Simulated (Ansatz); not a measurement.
Ga$_{2}$P$_{3}$

The calculation's input:

```
crystal:
  lattice:
    - [2.9858932566, 1.7239062755, 6.6806132872]
    - [-2.9858932566, 1.7239062755, 6.6806132872]
    - [0.0, -3.447812551, 6.6806132872]
  atoms:
    - { symbol: Ga, position: [0.3620184686, 0.3620184686, 0.3620184686] }
    - { symbol: Ga, position: [0.1379815314, 0.1379815314, 0.1379815314] }
    - { symbol: Ga, position: [0.8620184686, 0.8620184686, 0.8620184686] }
    - { symbol: Ga, position: [0.6379815314, 0.6379815314, 0.6379815314] }
    - { symbol: P, position: [0.75, 0.5170791434, 0.9829208566] }
    - { symbol: P, position: [0.9829208566, 0.75, 0.5170791434] }
    - { symbol: P, position: [0.5170791434, 0.9829208566, 0.75] }
    - { symbol: P, position: [0.4829208566, 0.0170791434, 0.25] }
    - { symbol: P, position: [0.0170791434, 0.25, 0.4829208566] }
    - { symbol: P, position: [0.25, 0.4829208566, 0.0170791434] }
basis:
  ecutwfc: 420
kpoints:
  mp_grid: { grid: [6, 6, 6] }
hamiltonian:
  xc: pbe
scf:
  occupations: { method: gaussian, width: 0.1 }
output:
  forces: true
  stress: true
  eigenvalues: true
  write_density: true
  write_potential: true
  elf: true
  volumetric_format: npy
relax:
  adjacent_minimum: "off"
  f_tol: 0.01
  max_steps: 80
  cell: { stress_tol: 0.05 }
```

Launched as:

```sh
ansatz run input.yaml --threads 1 --pin off --max-ram 2560MiB --backend cpu --events-out ev --progress --plain --runs-dir out
```

Below, planes, directions and counts refer to the conventional cell (a = 5.23 Å, b = 5.23 Å, c = 26.44 Å, α = 90.00°, β = 90.00°, γ = 120.00°).

The fields are those of the run's last geometry, not of the input's.

Space group R-3c; a structure generated by program, which may or may not match a known phase.

Theory: DFT PBE, scalar-relativistic, plane waves, PAW (Ansatz 0.2.0).

### What can the converged valence pseudo-density and electron localisation function tell about the bonding?

Ga–P (2.83 Å): the density is about 0.23 e/Å³ at the midpoint; the ELF peaks at about 0.70 in the valence shell of P, 0.8 Å from its nucleus, and drops to about 0.25 between the two atoms.

### Metal or insulator at this level of theory?

It is metallic or semimetallic at this level of theory: no gap opens.

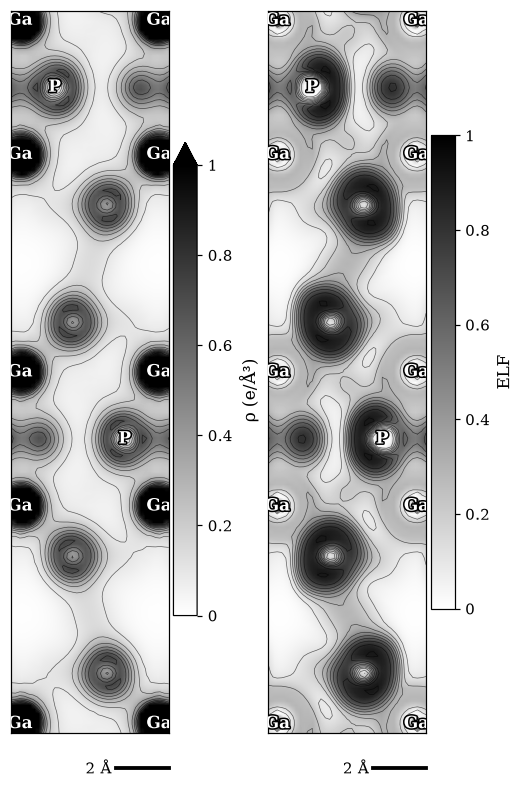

Computed valence pseudo-density and electron localisation function on the (100) plane of the conventional cell, in this order. Atoms just off the plane (P, 0.4 Å away) can leave unmarked features too.

In a PAW calculation such maps are meaningful between the atoms, not at the nuclei.
